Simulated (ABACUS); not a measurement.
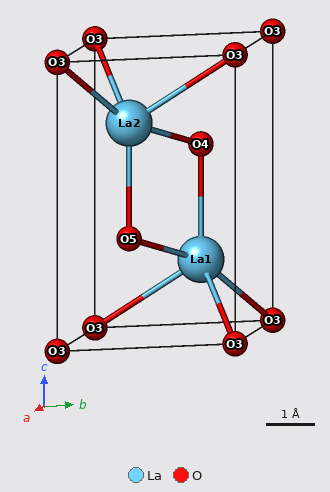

Fig. 1: The structure as given in the input (ball-and-stick view of the cell of the calculation, seen slightly off an axis; atoms are numbered from 1 in the order of the input). An atom can appear more than once, as a periodic image. Near neighbours in the periodic cell (some may lie outside the picture): La has 7 O at 2.35 to 2.70 Å; O has 6 La at 2.70 Å; O has 4 La at 2.35 to 2.43 Å.

La2O3: single-point calculation at one volume of an equation of state (part 1 of 2)

La2O3 (P-3m1, 5 atoms in the cell), computed with Kohn-Sham DFT of a periodic cell, PBEsol, PseudoDojo NC SR 0.5 PBE stringent, no spin polarisation (ABACUS 3.10.1).

The structure derives from a Materials Project entry. It belongs to a series of runs on one base structure; here: volume scaled by 0.98.

The program's output
```
ABACUS v3.10.1

               Atomic-orbital Based Ab-initio Computation at UStc

 ------------------------------------------------------------------------------------

 READING GENERAL INFORMATION
                           global_out_dir = OUT.La2O3/
                           global_in_card = INPUT
                               pseudo_dir = ./
                              orbital_dir =
                                    DSIZE = 4
                                    GSIZE = 1

 READING UNITCELL INFORMATION
                                    ntype = 2
                  lattice constant (Bohr) = 7.37824
              lattice constant (Angstrom) = 3.90439

 READING ATOM TYPE 1
                               atom label = La
                      L=0, number of zeta = 1
                      L=1, number of zeta = 1
                      L=2, number of zeta = 1
             number of atom for this type = 2

 READING ATOM TYPE 2
                               atom label = O
                      L=0, number of zeta = 1
                      L=1, number of zeta = 1
                      L=2, number of zeta = 1
             number of atom for this type = 3

                        TOTAL ATOM NUMBER = 5
DIRECT COORDINATES
    atom                   x                   y                   z     mag                  vx                  vy                  vz
taud_La1            0.3333333333        0.6666666667        0.2462356800  0.0000        0.0000000000        0.0000000000        0.0000000000
taud_La2            0.6666666667        0.3333333333        0.7537643200  0.0000        0.0000000000        0.0000000000        0.0000000000
taud_O1            0.0000000000        0.0000000000        0.0000000000  0.0000        0.0000000000        0.0000000000        0.0000000000
taud_O2            0.3333333333        0.6666666667        0.6458906500  0.0000        0.0000000000        0.0000000000        0.0000000000
taud_O3            0.6666666667        0.3333333333        0.3541093500  0.0000        0.0000000000        0.0000000000        0.0000000000

                          Volume (Bohr^3) = 540.867
                             Volume (A^3) = 80.1481

 Lattice vectors: (Cartesian coordinate: in unit of a_0)
                   +1                  +0                  +0
                 -0.5           +0.866025                  +0
                   +0                  +0             +1.5549
 Reciprocal vectors: (Cartesian coordinate: in unit of 2 pi/a_0)
                   +1            +0.57735                  -0
                   -0             +1.1547                  -0
                   +0                  -0            +0.64313
 The esolver type has been set to : ksdft_pw

                PAO radial cut off (Bohr) = 7

 Read in pseudopotential file is La.upf
                     pseudopotential type = NC
          exchange-correlation functional = PBE
                 nonlocal core correction = 1
                        valence electrons = 11
                                     lmax = 3
                           number of zeta = 4
                     number of projectors = 8
                           L of projector = 0
                           L of projector = 0
                           L of projector = 1
                           L of projector = 1
                           L of projector = 2
                           L of projector = 2
                           L of projector = 3
                           L of projector = 3
 XC functional updated to : pbesol
          exchange-correlation functional = PBESOL
                PAO radial cut off (Bohr) = 7

 Read in pseudopotential file is O.upf
                     pseudopotential type = NC
          exchange-correlation functional = PBE
                 nonlocal core correction = 1
                        valence electrons = 6
                                     lmax = 2
                           number of zeta = 2
                     number of projectors = 5
                           L of projector = 0
                           L of projector = 0
                           L of projector = 1
                           L of projector = 1
                           L of projector = 2
 XC functional updated to : pbesol
          exchange-correlation functional = PBESOL
     initial pseudo atomic orbital number = 32

 SETUP THE ELECTRONS NUMBER
            electron number of element La = 11
      total electron number of element La = 22
             electron number of element O = 6
       total electron number of element O = 18
            AUTOSET number of electrons:  = 40
                           occupied bands = 20
                                   NBANDS = 24
                                   NLOCAL = 45

%%%%%%%%%%%%%%%%%%%%%%%%%%%%%%%%%%%%%%%%%%%%%%%%%%%%%%%%%%%%%%%%%%%%%%%%%%%%%%%%%%%%%%%%%%%%%%%%%%%%%%%%%%
 Warning: the number of valence electrons in pseudopotential > 3 for La: [Xe] 5d1 6s2
 Pseudopotentials with additional electrons can yield (more) accurate outcomes, but may be less efficient.
 If you're confident that your chosen pseudopotential is appropriate, you can safely ignore this warning.
%%%%%%%%%%%%%%%%%%%%%%%%%%%%%%%%%%%%%%%%%%%%%%%%%%%%%%%%%%%%%%%%%%%%%%%%%%%%%%%%%%%%%%%%%%%%%%%%%%%%%%%%%%

 SETUP THE PLANE WAVE BASIS
 energy cutoff for charge/potential (unit:Ry) = 444
            fft grid for charge/potential = [ 50, 50, 80 ]
                        fft grid division = [ 1, 1, 1 ]
        big fft grid for charge/potential = [ 50, 50, 80 ]
                                     nbxx = 200000
                                     nrxx = 200000

 SETUP PLANE WAVES FOR CHARGE/POTENTIAL
                    number of plane waves = 85475
                         number of sticks = 1663

 PARALLEL PW FOR CHARGE/POTENTIAL
     PROC   COLUMNS(POT)             PW
        1           1663          85475
 --------------- sum -------------------
        1           1663          85475
                            number of |g| = 3737
                                  max |g| = 612.223
                                  min |g| = 0

----------- Double Check Mixing Parameters Begin ------------
mixing_type: broyden
mixing_beta: 0.7
mixing_gg0: 1
mixing_gg0_min: 0.1
mixing_ndim: 8
----------- Double Check Mixing Parameters End ------------

 LATTICE VECTORS: (CARTESIAN COORDINATE: IN UNIT OF A0)
                   +1                  +0                  +0
                 -0.5           +0.866025                  +0
                   +0                  +0             +1.5549
                       right hand lattice = 1
                                   NORM_A = 1
                                   NORM_B = 1
                                   NORM_C = 1.5549
                           ALPHA (DEGREE) = 90
                           BETA  (DEGREE) = 90
                           GAMMA (DEGREE) = 120

 The lattice vectors have been changed (STRU_SIMPLE.cif)

(for optimal symmetric configuration:)
                             BRAVAIS TYPE = 4
                     BRAVAIS LATTICE NAME = 04. Hexagonal cell
                                    ibrav = 4
                                    IBRAV = 4
                                  BRAVAIS = HEXAGONAL CELL
                       LATTICE CONSTANT A = 1
                                C/A RATIO = 1.5549
Original cell was already a primitive cell.
                        ROTATION MATRICES = 24
              PURE POINT GROUP OPERATIONS = 12
                   SPACE GROUP OPERATIONS = 12
                                       C2 = 3
                                       C3 = 2
                                       C4 = 0
                                       C6 = 0
                                       S1 = 3
                                       S3 = 0
                                       S4 = 0
                                       S6 = 2
                              POINT GROUP = D_3d
                                       C2 = 3
                                       C3 = 2
                                       C4 = 0
                                       C6 = 0
                                       S1 = 3
                                       S3 = 0
                                       S4 = 0
                                       S6 = 2
               POINT GROUP IN SPACE GROUP = D_3d

 SETUP K-POINTS
                                    nspin = 1
                   Input type of k points = Monkhorst-Pack(Gamma)
                                   nkstot = 144
                       right hand lattice = 1
(for reciprocal lattice: )
                             BRAVAIS TYPE = 4
                     BRAVAIS LATTICE NAME = 04. Hexagonal cell
                                    ibrav = 4
                       right hand lattice = 1
(for k-lattice: )
                             BRAVAIS TYPE = 4
                     BRAVAIS LATTICE NAME = 04. Hexagonal cell
                                    ibrav = 4
                       right hand lattice = 1
                        ROTATION MATRICES = 24
                               nkstot_ibz = 24
K-POINTS REDUCTION ACCORDING TO SYMMETRY
     IBZ    DIRECT_X    DIRECT_Y    DIRECT_Z  WEIGHT  ibz2bz
       1  0.00000000  0.00000000  0.00000000  0.0069       0
       2 -0.16666667  0.16666667  0.00000000  0.0417       1
       3 -0.33333333  0.33333333  0.00000000  0.0417       2
       4  0.50000000  0.50000000  0.00000000  0.0208       3
       5 -0.16666667  0.33333333  0.00000000  0.0417       7
       6  0.50000000  0.33333333  0.00000000  0.0833       8
       7  0.33333333  0.33333333  0.00000000  0.0139      14
       8  0.00000000  0.00000000  0.25000000  0.0139      36
       9 -0.16666667  0.16666667  0.25000000  0.0417      37
      10 -0.33333333  0.33333333  0.25000000  0.0417      38
      11  0.50000000  0.50000000  0.25000000  0.0417      39
      12  0.33333333 -0.33333333  0.25000000  0.0417      40
      13  0.16666667 -0.16666667  0.25000000  0.0417      41
      14 -0.16666667  0.33333333  0.25000000  0.0833      43
      15  0.50000000  0.33333333  0.25000000  0.0833      44
      16  0.33333333  0.50000000  0.25000000  0.0833      45
      17  0.33333333  0.33333333  0.25000000  0.0278      50
      18  0.00000000  0.00000000  0.50000000  0.0069      72
      19 -0.16666667  0.16666667  0.50000000  0.0417      73
      20 -0.33333333  0.33333333  0.50000000  0.0417      74
      21  0.50000000  0.50000000  0.50000000  0.0208      75
      22 -0.16666667  0.33333333  0.50000000  0.0417      79
      23  0.50000000  0.33333333  0.50000000  0.0833      80
      24  0.33333333  0.33333333  0.50000000  0.0139      86

                               nkstot now = 24
[... K-POINTS DIRECT COORDINATES: 24 rows ...]

           k-point number in this process = 6
       minimum distributed K point number = 6
[... stars of the k points ...]

[... K-POINTS CARTESIAN COORDINATES: 6 rows ...]

[... K-POINTS DIRECT COORDINATES: 6 rows ...]

 SETUP PLANE WAVES FOR WAVE FUNCTIONS
     energy cutoff for wavefunc (unit:Ry) = 111
              fft grid for wave functions = [ 50, 50, 80 ]
                    number of plane waves = 13511
                         number of sticks = 499

 PARALLEL PW FOR WAVE FUNCTIONS
     PROC   COLUMNS(POT)             PW
        1            499          13511
 --------------- sum -------------------
        1            499          13511

 SETUP NONLOCAL PSEUDOPOTENTIALS IN PLANE WAVE BASIS
 La non-local projectors:
 projector 1 L=0
 projector 2 L=0
 projector 3 L=1
 projector 4 L=1
 projector 5 L=2
 projector 6 L=2
 projector 7 L=3
 projector 8 L=3
 O non-local projectors:
 projector 1 L=0
 projector 2 L=0
 projector 3 L=1
 projector 4 L=1
 projector 5 L=2
      TOTAL NUMBER OF NONLOCAL PROJECTORS = 103

 Init Non-Local PseudoPotential table :
 Init Non-Local-Pseudopotential done.

                                     npwx = 10695

 Make real space PAO into reciprocal space.
       max mesh points in Pseudopotential = 701
     dq(describe PAO in reciprocal space) = 0.01
                                    max q = 1269

 number of pseudo atomic orbitals for La is 4
WARNING: norm of atomic wavefunction # 2 of atomic type La is 0.999998, renormalized
WARNING: norm of atomic wavefunction # 3 of atomic type La is 0.993156, renormalized
WARNING: norm of atomic wavefunction # 4 of atomic type La is 0.96725, renormalized

 number of pseudo atomic orbitals for O is 2
WARNING: norm of atomic wavefunction # 2 of atomic type O is 0.999977, renormalized

 -------------------------------------------
 SELF-CONSISTENT
 -------------------------------------------
                                 init_chg = atomic

 PW ALGORITHM --------------- ION=   1  ELEC=   1--------------------------------

 Density error is 1.55323841704
                          Error Threshold = 0.01
----------------------------------------------------------
     Energy           Rydberg                 eV
----------------------------------------------------------
 E_KohnSham     -239.3284112559      -3256.2300863682
 E_Harris       -231.1039585786      -3144.3306670255
 E_Fermi        0.7747583135         10.5411276364
----------------------------------------------------------

 PW ALGORITHM --------------- ION=   1  ELEC=   2--------------------------------

 Density error is 2.5901291501
                          Error Threshold = 0.00388309604259
----------------------------------------------------------
     Energy           Rydberg                 eV
----------------------------------------------------------
 E_KohnSham     -239.5198453987      -3258.8346815013
 E_Harris       -251.0934030190      -3416.3010112682
 E_Fermi        0.9462164279         12.8739349608
----------------------------------------------------------

 PW ALGORITHM --------------- ION=   1  ELEC=   3--------------------------------

 Density error is 0.0452239980981
                          Error Threshold = 0.00388309604259
----------------------------------------------------------
     Energy           Rydberg                 eV
----------------------------------------------------------
 E_KohnSham     -240.0559628759      -3266.1289339883
 E_Harris       -238.8032719400      -3249.0851994279
 E_Fermi        0.8636355331         11.7503642448
----------------------------------------------------------

 PW ALGORITHM --------------- ION=   1  ELEC=   4--------------------------------

 Density error is 0.0151859077703
                          Error Threshold = 0.000113059995245
----------------------------------------------------------
     Energy           Rydberg                 eV
----------------------------------------------------------
 E_KohnSham     -240.0760801260      -3266.4026432186
 E_Harris       -240.0301084054      -3265.7771658716
 E_Fermi        0.8257164042         11.2344480297
```
